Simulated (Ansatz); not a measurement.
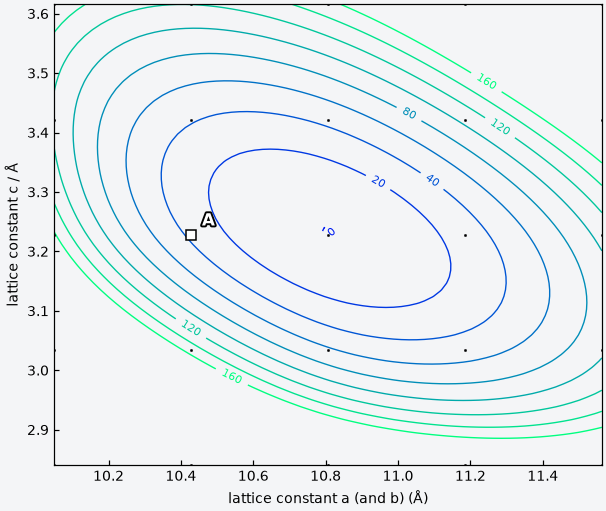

SnO₂ (I4/m, No. 87; 12 atoms in the cell). The energy is mapped over the lattice constants a and c of the conventional cell. First axis: lattice constant a (and b). Second axis: lattice constant c. Nothing is relaxed (fractional coordinates fixed). Grid: 5 × 5 points. Points are written as (first, second). Energies: meV/atom, counted from the lowest grid point. These are results of DFT PBE, scalar-relativistic, plane waves, PAW (Ansatz 0.2.0), not measurements. Settings: cutoff 520 eV, k-mesh 10×10×10, gaussian smearing 0.05 eV, no spin polarisation.

In the figure: contour lines labelled in meV/atom (none above 160), dots at the grid points, the point A. Between grid points the surface is interpolated.

Q: Is A at rest? If not, where is it pushed?

A: A, at (10.429 Å, 3.228 Å), is not a stationary point. The computed force is 200 meV/atom for each Å towards larger values of lattice constant a (and b) and 230 meV/atom for each Å towards larger values of lattice constant c.

PAW datasets: the set soft_1.
